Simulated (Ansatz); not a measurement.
# What a change does: single-point calculation on Ti

System: Ti (R-3m, 2 atoms in the cell).
Method of the first run: DFT PBEsol, scalar-relativistic, plane waves, PAW, no spin polarisation (Ansatz 0.2.0).

The structure derives from an entry of the Crystallography Open Database. Text and figures count atoms from 1; the logs count them from 0 in places.

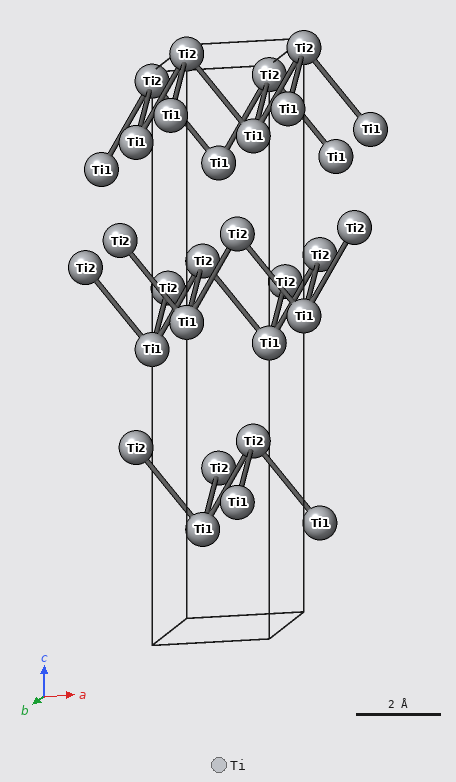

Figure 1. The input geometry (ball-and-stick view of the cell 3 times as large as that of the calculation, set on its symmetry axes, seen at an oblique angle; bonded neighbours outside the cell are drawn too; atoms are numbered from 1 in the order of the input). An atom can appear more than once, as a periodic image. Near neighbours in the periodic cell (some may lie outside the picture): Ti has 3 Ti at 2.51 Å.

Input file, the first run:
```yaml
crystal:
  lattice:
    - [0.0, -2.0279211515, -2.0279211515]
    - [-2.0279211515, 0.0, -2.0279211515]
    - [2.0279211515, 2.0279211515, -4.0558423031]
  atoms:
    - { symbol: Ti, position: [0.516014406, 0.516014406, 0.451956782] }
    - { symbol: Ti, position: [-0.016014406, -0.016014406, 0.048043218] }
basis:
  ecutwfc: 420
kpoints:
  mp_grid: { grid: [24, 24, 24] }
hamiltonian:
  xc: pbesol
scf:
  occupations: { method: gaussian, width: 0.15 }
output:
  forces: true
  stress: true
  eigenvalues: true
```

Command:
```bash
ansatz run input.yaml --threads 2 --pin off --max-ram 5120MiB --backend cpu --events-out ev --progress --plain --runs-dir out
```

Hardware: 2 threads of AMD EPYC (Zen 5), 32 GiB of memory available, shared host.

Output, shortened to warnings, some set-up lines, iterations and results (the first run):
```
Basis set: ecut = 420 eV, 663 PW (Γ), exchange–correlation on 40×40×72 points (8 copies of the dense FFT grid, shifted against one another)
Symmetry: 12 space group operations
k-points: 1313 of 13824
Initial density: superposition of atomic densities (neutral atoms: chi_scale 0, normalization atom), corrected by the library's trained network
[...]
SCF iter   1: F=—  HF=-4947.169580 eV  |F-HF|=—  |Δ(HF+E_count)|=         —  Δρ=9.60e-3  dr2=2.82e-2  ethr=1.77e-3  ⟨swp⟩=3.4  Hψ=85204  notcnv=0
SCF iter   2: F=—  HF=-4947.163584 eV  |F-HF|=—  |Δ(HF+E_count)|=   6.00e-3  Δρ=4.85e-3  dr2=7.66e-3  ethr=1.18e-4  ⟨swp⟩=1.0  Hψ=31512  notcnv=0
SCF iter   3: F=—  HF=-4947.161859 eV  |F-HF|=—  |Δ(HF+E_count)|=   1.72e-3  Δρ=5.51e-4  dr2=2.90e-4  ethr=3.19e-5  ⟨swp⟩=2.1  Hψ=27626  notcnv=0
SCF iter   4: F=—  HF=-4947.161865 eV  |F-HF|=—  |Δ(HF+E_count)|=   5.58e-6  Δρ=4.39e-4  dr2=2.48e-4  ethr=1.21e-6  ⟨swp⟩=2.0  Hψ=31944  notcnv=0
SCF iter   5: F=—  HF=-4947.161806 eV  |F-HF|=—  |Δ(HF+E_count)|=   5.84e-5  Δρ=4.97e-5  dr2=3.92e-7  ethr=1.03e-6  ⟨swp⟩=2.0  Hψ=26560  notcnv=0
SCF iter   6: F=—  HF=-4947.161805 eV  |F-HF|=—  |Δ(HF+E_count)|=   1.85e-6  Δρ=1.05e-5  dr2=2.55e-8  ethr=4.17e-10  ⟨swp⟩=5.0  Hψ=89523  notcnv=0
SCF iter   7: F=-4947.161805 eV  HF=-4947.161805 eV  |F-HF|=1.82e-12  |Δ(HF+E_count)|=   9.31e-9  Δρ=1.00e-6  dr2=1.10e-10  ethr=1.06e-10  ⟨swp⟩=2.0  Hψ=63345  notcnv=0
SCF 1 converged in 7 iterations: F = -4947.161805 eV  dr2 = 1.10e-10
SCF converged after 7 iterations
Free energy (F): -4947.161805 eV
Harris-Foulkes:  -4947.161805 eV  (|F-HF|=1.82e-12)
Internal energy: -4947.125491 eV  (E = F + TS)
E sigma→0 (E₀):  -4947.143648 eV
Entropy (-TS):   -0.036314 eV (-18.157 meV/atom)
Fermi energy:    13.787073 eV
--- Per-component energies (eV) ---
  E_band       = -298.588442
  E_kinetic    = 550.640204
  E_local      = -1727.117483  (includes V_loc(G=0)·N_el)
  E_nonlocal   = 20.217090
  E_hartree    = 722.937676
  E_xc         = -194.771953
  E_vxc        = -244.846680  (∫ρ·V_xc dr)
  E_paw        = -2046.421668  (= ΣΔE_a)
  E_vpaw       = -343.357211  (= ΣTr[D̂ρ^β])
  E_aug_tail   = 0.000230  (compensation charges beyond the density's cutoff)
  E_ewald      = -2272.888356
  E_core_change = 0.278769  (= ΣΔE_core)
  E_smearing   = -0.036314  (= −TS)
  E_closure    = 0.000000  (closes the sum)
  Σ components = -4947.161805   (vs F -4947.161805, Δ=0.00e0)
--- Forces (eV/Å), atoms counted from 1 ---
  atom   1  Ti     1.74644682     1.74644682    -1.74644682
  atom   2  Ti    -1.74644682    -1.74644682     1.74644682
  max |Σ_I F_I| component: 4.44e-16 eV/Å
--- Stress (GPa, compression-positive) ---
        9.588728       2.619006      -2.619006
        2.619006       9.588728      -2.619006
       -2.619006      -2.619006       9.588728
  P = ⅓ Tr σ = 9.5887 GPa (95.887 kbar)
```

For the second run the input was changed thus:
```diff
+  mixing: { algorithm: broyden, beta: 0.2 }
```

Predict how the results change.

Both reach the same energy, so the change doesn't alter the result. The SCF takes 9 iterations against 7.

Output, shortened to warnings, some set-up lines, iterations and results (the second run):
```
Basis set: ecut = 420 eV, 663 PW (Γ), exchange–correlation on 40×40×72 points (8 copies of the dense FFT grid, shifted against one another)
Symmetry: 12 space group operations
k-points: 1313 of 13824
Initial density: superposition of atomic densities (neutral atoms: chi_scale 0, normalization atom), corrected by the library's trained network
[...]
SCF iter   1: F=—  HF=-4947.169578 eV  |F-HF|=—  |Δ(HF+E_count)|=         —  Δρ=9.60e-3  dr2=2.82e-2  ethr=1.77e-3  ⟨swp⟩=3.4  Hψ=85204  notcnv=0
SCF iter   2: F=—  HF=-4947.165517 eV  |F-HF|=—  |Δ(HF+E_count)|=   4.06e-3  Δρ=7.09e-3  dr2=1.53e-2  ethr=1.18e-4  ⟨swp⟩=1.0  Hψ=31512  notcnv=0  κ⁻¹=1.0e0(r=1)
SCF iter   3: F=—  HF=-4947.161772 eV  |F-HF|=—  |Δ(HF+E_count)|=   3.75e-3  Δρ=1.79e-3  dr2=4.44e-4  ethr=6.38e-5  ⟨swp⟩=3.0  Hψ=41620  notcnv=0  κ⁻¹=4.1e-4(r=2)
SCF iter   4: F=—  HF=-4947.161802 eV  |F-HF|=—  |Δ(HF+E_count)|=   2.99e-5  Δρ=4.36e-4  dr2=8.52e-5  ethr=1.85e-6  ⟨swp⟩=2.0  Hψ=34305  notcnv=0  κ⁻¹=1.5e-5(r=3)
SCF iter   5: F=—  HF=-4947.161813 eV  |F-HF|=—  |Δ(HF+E_count)|=   1.07e-5  Δρ=4.71e-4  dr2=1.20e-4  ethr=3.55e-7  ⟨swp⟩=1.0  Hψ=21008  notcnv=0  κ⁻¹=8.3e-6(r=4)
SCF iter   6: F=—  HF=-4947.161800 eV  |F-HF|=—  |Δ(HF+E_count)|=   1.25e-5  Δρ=1.24e-4  dr2=2.21e-6  ethr=3.55e-7  ⟨swp⟩=2.3  Hψ=30297  notcnv=0  κ⁻¹=4.1e-7(r=5)
SCF iter   7: F=—  HF=-4947.161804 eV  |F-HF|=—  |Δ(HF+E_count)|=   4.29e-6  Δρ=3.61e-5  dr2=1.71e-7  ethr=9.19e-9  ⟨swp⟩=3.0  Hψ=39295  notcnv=0  κ⁻¹=2.2e-8(r=6)
SCF iter   8: F=—  HF=-4947.161805 eV  |F-HF|=—  |Δ(HF+E_count)|=   4.04e-7  Δρ=2.78e-5  dr2=4.85e-7  ethr=4.17e-10  ⟨swp⟩=5.0  Hψ=83539  notcnv=0  κ⁻¹=1.1e-8(r=7)
SCF iter   9: F=-4947.161805 eV  HF=-4947.161805 eV  |F-HF|=4.12e-9  |Δ(HF+E_count)|=   1.04e-7  Δρ=3.18e-6  dr2=4.39e-9  ethr=4.17e-10  ⟨swp⟩=2.0  Hψ=76258  notcnv=0
SCF 1 converged in 9 iterations: F = -4947.161805 eV  dr2 = 4.39e-9
SCF converged after 9 iterations
Stability not checked: this state was not tested for a lower state beside it, because the mixer in use, unlike msr1, does not test its closes by its own steps (another_mixer; see scf.mixing.algorithm and scf.lower_state_search)
Free energy (F): -4947.161805 eV
Harris-Foulkes:  -4947.161805 eV  (|F-HF|=4.12e-9)
Internal energy: -4947.125491 eV  (E = F + TS)
E sigma→0 (E₀):  -4947.143648 eV
Entropy (-TS):   -0.036314 eV (-18.157 meV/atom)
Fermi energy:    13.787064 eV
--- Per-component energies (eV) ---
  E_band       = -298.588652
  E_kinetic    = 550.640388
  E_local      = -1727.118432  (includes V_loc(G=0)·N_el)
  E_nonlocal   = 20.217135
  E_hartree    = 722.938502
  E_xc         = -194.772006
  E_vxc        = -244.846751  (∫ρ·V_xc dr)
  E_paw        = -2046.421720  (= ΣΔE_a)
  E_vpaw       = -343.357210  (= ΣTr[D̂ρ^β])
  E_aug_tail   = 0.000230  (compensation charges beyond the density's cutoff)
  E_ewald      = -2272.888356
  E_core_change = 0.278769  (= ΣΔE_core)
  E_smearing   = -0.036314  (= −TS)
  E_closure    = 0.000000  (closes the sum)
  Σ components = -4947.161805   (vs F -4947.161805, Δ=0.00e0)
--- Forces (eV/Å), atoms counted from 1 ---
  atom   1  Ti     1.74638835     1.74638835    -1.74638835
  atom   2  Ti    -1.74638835    -1.74638835     1.74638835
  max |Σ_I F_I| component: 2.22e-16 eV/Å
--- Stress (GPa, compression-positive) ---
        9.588604       2.618969      -2.618969
        2.618969       9.588604      -2.618969
       -2.618969      -2.618969       9.588604
  P = ⅓ Tr σ = 9.5886 GPa (95.886 kbar)
```

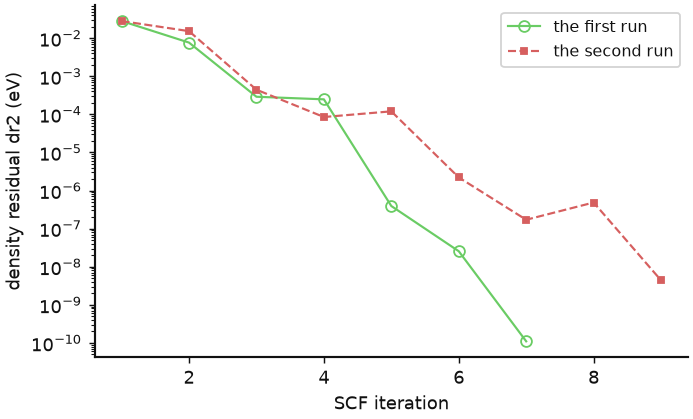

Figure 2. Convergence of the two runs: density residual dr2 against the SCF iteration. The first run takes 7 iterations in all, and the second run takes 9.

The two runs side by side:

| quantity | the first run | the second run |
| --- | --- | --- |
| outcome | converged | converged |
| free energy per atom (eV) | −2473.5809 | −2473.5809 |
| energy per atom, smearing taken to zero (eV) | −2473.5718 | −2473.5718 |
| gap on the mesh (eV) | 0.00 | 0.00 |
| pressure (GPa) | 9.59 | 9.59 |
| largest force (eV/Å) | 3.025 | 3.025 |
| SCF iterations | 7 | 9 |
| irreducible k-points | 1313 | 1313 |
| plane waves at Γ | 663 | 663 |
| wall time (shared host) | 6.7 s | 7.2 s |

For both runs: The cell is under a pressure of 9.6 GPa at this level, so it is not at its equilibrium volume.
